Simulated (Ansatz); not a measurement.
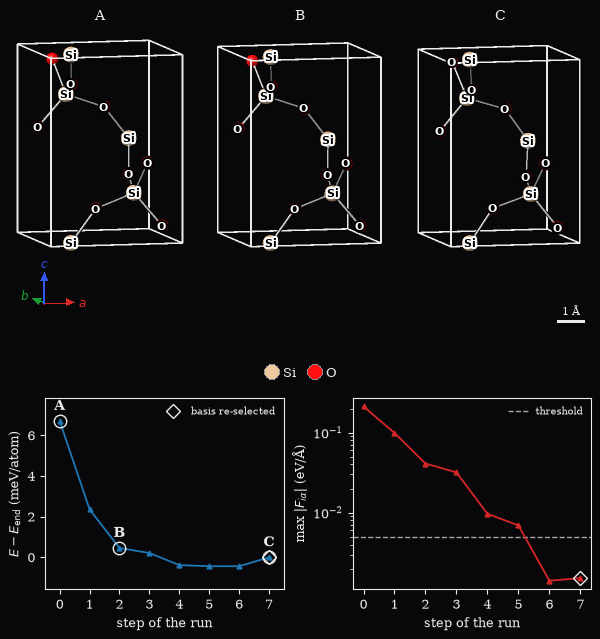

Frames of a relaxation of crystalline SiO2 (built on the measured structure type), marked on the history of the run. Style: ball-and-stick. Shown: the cell of the calculation, slightly off an axis.

The calculation used Ansatz, DFT, r2SCAN, plane waves, PAW. Settings: plane-wave cutoff 500 eV; k-point mesh 4 × 4 × 4; occupations fermi dirac; smearing width 0.02 eV; no spin polarisation; cell and atoms relaxed; force threshold 0.005 eV/Å.

Q: Describe the path.

A: After 6 accepted moves (7 points after the start) the energy has fallen by 6.7 meV per atom. The largest force component goes from 0.21 to 0.0015 eV/Å. Pressure: −4.35 GPa at the start and 0.03 GPa at the end. At 1 point the geometry stayed and the basis and grid were re-selected for the new cell (energy shift of 0.4 meV per atom at most each time). The largest moves relative to the cell, 0.094 Å, are those of O atoms. Largest moves by element: O 0.094 Å, Si 0.060 Å. The volume changes by −6.6 %, with a = b 5.084 → 4.979 Å (−2.1 %), c 7.097 → 6.915 Å (−2.6 %). Among the contacts that change: O–Si 1.625 → 1.612 Å. Among the angles between lasting bonds that change: Si–O–Si 149.0° → 144.9°. The space group stays P4_32_12 (No. 96). From step 0 to 2: O atoms move most (0.02 Å), volume −3.5 %, energy −6.3 meV per atom. From step 2 to 7: O atoms move most (0.07 Å), volume −3.1 %, energy −0.5 meV per atom.

```json
{"step": "0", "E − E(0), meV/atom": "0.00", "largest force component, eV/Å": "0.2121", "pressure, GPa": "-4.35", "volume, Å³/atom": "15.288", "note": ""}
{"step": "1", "E − E(0), meV/atom": "-4.35", "largest force component, eV/Å": "0.0990", "pressure, GPa": "-2.34", "volume, Å³/atom": "15.051", "note": ""}
{"step": "2", "E − E(0), meV/atom": "-6.25", "largest force component, eV/Å": "0.0411", "pressure, GPa": "0.19", "volume, Å³/atom": "14.750", "note": ""}
{"step": "3", "E − E(0), meV/atom": "-6.50", "largest force component, eV/Å": "0.0318", "pressure, GPa": "0.16", "volume, Å³/atom": "14.674", "note": ""}
{"step": "4", "E − E(0), meV/atom": "-7.09", "largest force component, eV/Å": "0.0097", "pressure, GPa": "-0.02", "volume, Å³/atom": "14.373", "note": ""}
{"step": "5", "E − E(0), meV/atom": "-7.15", "largest force component, eV/Å": "0.0069", "pressure, GPa": "-0.06", "volume, Å³/atom": "14.279", "note": ""}
{"step": "6", "E − E(0), meV/atom": "-7.15", "largest force component, eV/Å": "0.0014", "pressure, GPa": "0.00", "volume, Å³/atom": "14.286", "note": ""}
{"step": "7", "E − E(0), meV/atom": "-6.71", "largest force component, eV/Å": "0.0015", "pressure, GPa": "0.03", "volume, Å³/atom": "14.286", "note": "same geometry, new basis"}
```
